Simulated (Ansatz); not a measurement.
Calculation on a (011) slab cut from CuO (C2/c), unrelaxed, ended by CuO planes, 32 atoms in the cell; a = 4.10 Å, b = 6.53 Å, c = 26.15 Å, α = 90.00°, β = 90.00°, γ = 89.99°.

Computed with Ansatz 0.2.0: DFT PBEsol, scalar-relativistic, plane waves, PAW, no spin polarisation, 9×6×1 k mesh, 420 eV cutoff, Gaussian smearing of 0.1 eV.

What does the potential across the slab give for the work function?

The work function is 5.12 eV, the same on both faces. The two vacuum levels agree, so the slab has no net dipole along its normal. The outermost atoms are 11.2 Å apart, which leaves 15.0 Å of vacuum in a cell 26.2 Å high.

The atoms aren't at rest in this cell (largest force 0.9 eV/Å), so the relaxed material can differ.

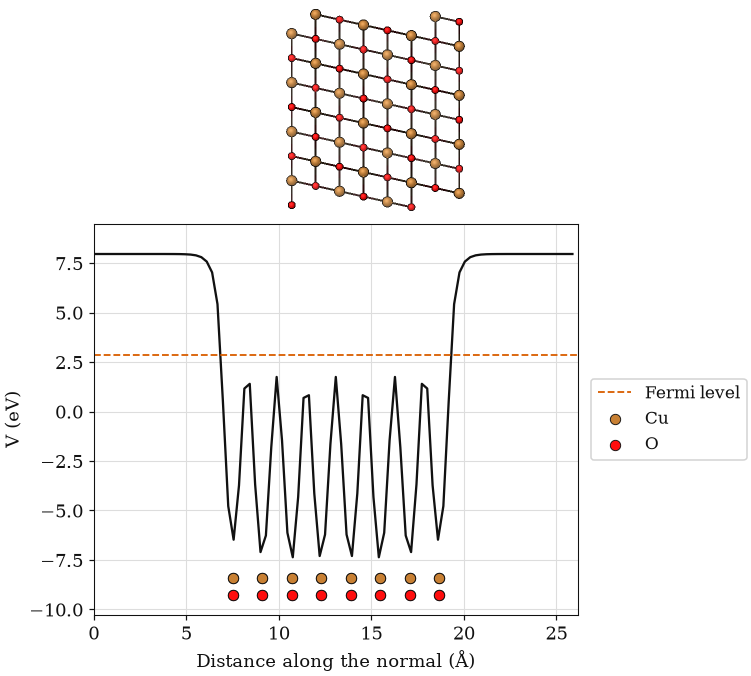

Plane-averaged electrostatic potential energy of an electron across the slab; circles at the bottom mark the heights of the atoms. The structure is drawn too.
